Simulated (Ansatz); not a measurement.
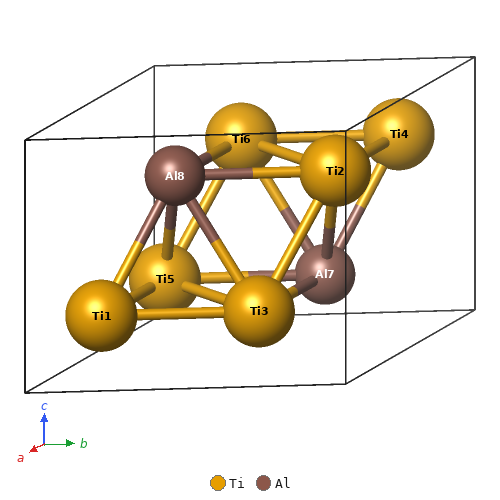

The system is Ti3Al (P6_3/mmc, No. 194; 8 atoms in the cell); the picture shows the reference structure. The energy is mapped over the lattice constants a and c of the conventional cell. First axis: lattice constant a (and b). Second axis: lattice constant c. Nothing is relaxed (fractional coordinates fixed). The scan uses a 7 × 7 grid. Points are written as (first, second). Energies: meV/atom, counted from the lowest grid point. Theory: DFT PBEsol, scalar-relativistic, plane waves, PAW (Ansatz 0.2.0). Settings: cutoff 520 eV, k-mesh 9×9×10 in the order of the run's cell vectors, gaussian smearing 0.15 eV, no spin polarisation.

Its coordinates:

```
CELL_PARAMETERS angstrom
5.68717 0.00000 0.00000
-2.84359 4.92524 0.00000
0.00000 0.00000 4.60735
ATOMIC_POSITIONS crystal
Ti 0.83033 0.16967 0.25000
Ti 0.66067 0.83033 0.75000
Ti 0.83033 0.66067 0.25000
Ti 0.16967 0.83033 0.75000
Ti 0.33933 0.16967 0.25000
Ti 0.16967 0.33933 0.75000
Al 0.33333 0.66667 0.25000
Al 0.66667 0.33333 0.75000
```

The input of one point:

```yaml
crystal:
  lattice:
    - [5.6871736724, 0.0, 0.0]
    - [-2.8435868362, 4.925236876, 0.0]
    - [0.0, 0.0, 4.6073499468]
  atoms:
    - { symbol: Ti, position: [0.8303330959, 0.1696669041, 0.25] }
    - { symbol: Ti, position: [0.6606661917, 0.8303330959, 0.75] }
    - { symbol: Ti, position: [0.8303330959, 0.6606661917, 0.25] }
    - { symbol: Ti, position: [0.1696669041, 0.8303330959, 0.75] }
    - { symbol: Ti, position: [0.3393338083, 0.1696669041, 0.25] }
    - { symbol: Ti, position: [0.1696669041, 0.3393338083, 0.75] }
    - { symbol: Al, position: [0.3333333333, 0.6666666667, 0.25] }
    - { symbol: Al, position: [0.6666666667, 0.3333333333, 0.75] }
basis:
  ecutwfc: 520.0
kpoints:
  mp_grid: { grid: [9, 9, 10] }
hamiltonian:
  xc: pbesol
  pseudopotentials: { kind: paw, azcp: { folder: soft_1 } }
scf:
  occupations: { method: gaussian, width: 0.15 }
output:
  forces: true
  stress: true
  eigenvalues: true
  write_density: true
  write_potential: true
  elf: true
  volumetric_format: npy
```

Range: lattice constant a (and b) from 5.517 to 5.858 Å; lattice constant c from 4.054 to 5.160 Å.

What landscape does the calculation give?

The lowest grid point is at (5.687 Å, 4.607 Å). It is the only kind of minimum in the scanned range. The highest grid point, (5.517 Å, 4.054 Å), lies 305 meV/atom above the lowest. Round the minimum the valley is somewhat tilted: raising lattice constant a (and b) shifts the best value of lattice constant c downwards (coupling k₁₂/√(k₁₁k₂₂) about 0.4).

```csv
"lattice constant c ↓, lattice constant a (and b) →",5.517,5.573,5.630,5.687,5.744,5.801,5.858
5.160,134,130,133,142,156,176,200
4.976,70,63,62,68,79,96,118
4.792,32,21,16,18,26,39,57
4.607,28,12,3,0,3,11,24
4.423,69,46,30,21,17,18,25
4.239,159,127,103,84,72,65,64
4.054,305,263,227,198,176,160,149
```

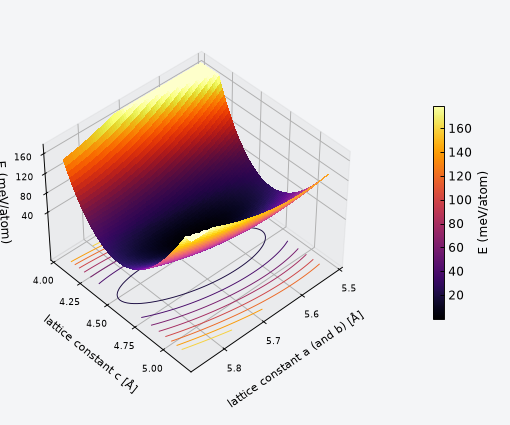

In the figure: a relief with its contours projected below, any walls above the top of the colour scale cut off. Between grid points the surface is interpolated.

Time for the 49 points that were run: 9.2 min on 4 threads of Arm Neoverse V1, with other jobs on the host.
